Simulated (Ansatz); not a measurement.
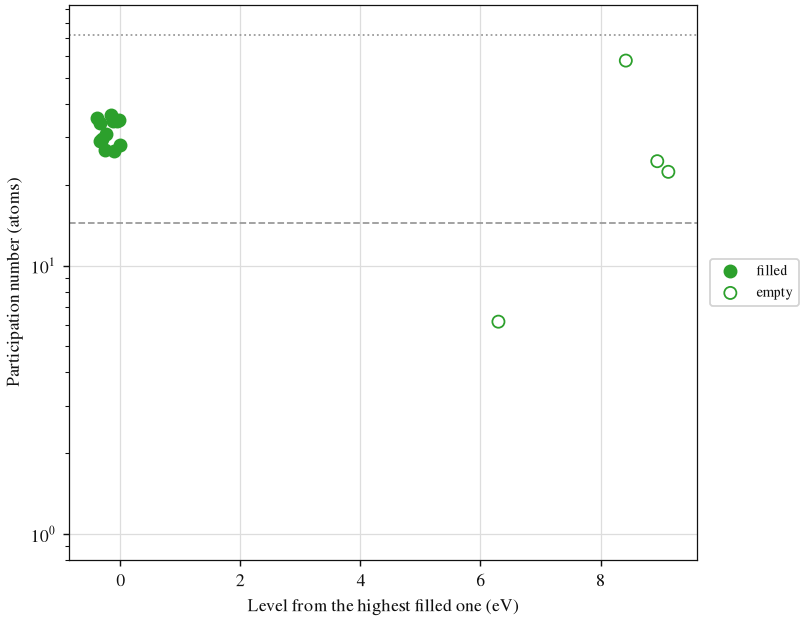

Levels near the gap of a 72-atom cell against the number of atoms over which each spreads (dotted: all atoms; dashed: a fifth of them). Host SiO₂ with a vacancy of O and interstitial H.

Calculation on Si₂₄O₄₇H (defect cell), 72 atoms in the cell, cell charge +1 e; a = 9.90 Å, b = 9.90 Å, c = 10.89 Å, α = 90.00°, β = 90.00°, γ = 120.00°.

Level of theory: DFT, HSE06, PAW, plane waves, one k point, (0.25, 0.25, 0.25), 420 eV cutoff, Fermi-Dirac smearing of 0.01 eV; code Ansatz 0.2.0.

Which of these levels are localised (under the dashed line)?

Answer. 1 of the 16 levels shown spreads over less than a fifth of the cell: 6.30 eV (empty, over about 6 atoms, mostly Si).

How far apart are the highest filled and the lowest empty level?

Answer. The lowest empty level lies 6.30 eV above the highest filled one.

One k point in a finite cell, so levels carry errors of tenths of an eV.
